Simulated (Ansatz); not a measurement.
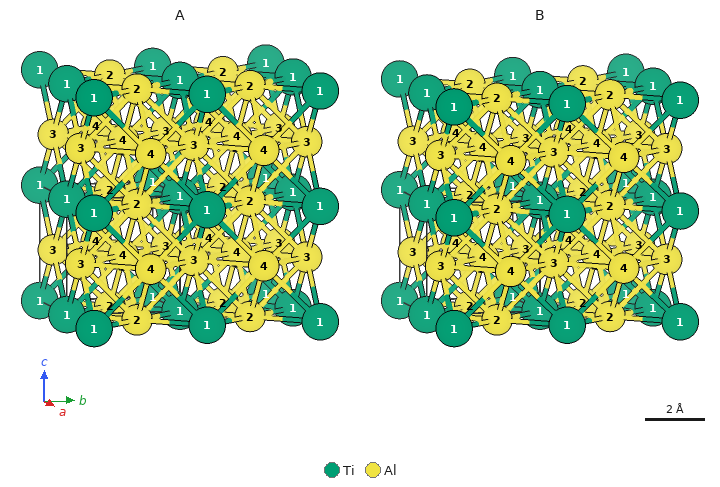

Two geometries of crystalline TiAl$_{3}$ (set up in Pm-3m): one is the relaxed structure, the other was perturbed away from it. Style: ball-and-stick. Shown: the cell of the calculation, repeated 2 × 2 × 2 with one cell outlined, slightly off an axis.

The calculation used Ansatz 0.2.0, DFT PBEsol, scalar-relativistic, plane waves, PAW. Set-up: plane-wave cutoff 420 eV; k-point mesh 14 × 14 × 14; occupations gaussian; smearing width 0.1 eV; no spin polarisation.

> Which is the distorted one, and what does the distortion cost?

Structure B is the perturbed one. Strain along c alone, −4.0 %, is applied. Symmetry leaves the atoms no freedom, so this is a single point. Among the bonded contacts that change: Al–Ti 2.792 → 2.737 to 2.792 Å, Al–Al 2.792 → 2.737 to 2.792 Å. The space group (tolerance 0.01 Å) goes from Pm-3m (No. 221) to P4/mmm (No. 123). Energy change: +16.2 meV per atom. The pressure goes from 0.0 to 5.1 GPa. The principal stresses (compression positive) are 8.8 GPa along c and 3.2 GPa across it. All forces vanish by symmetry.
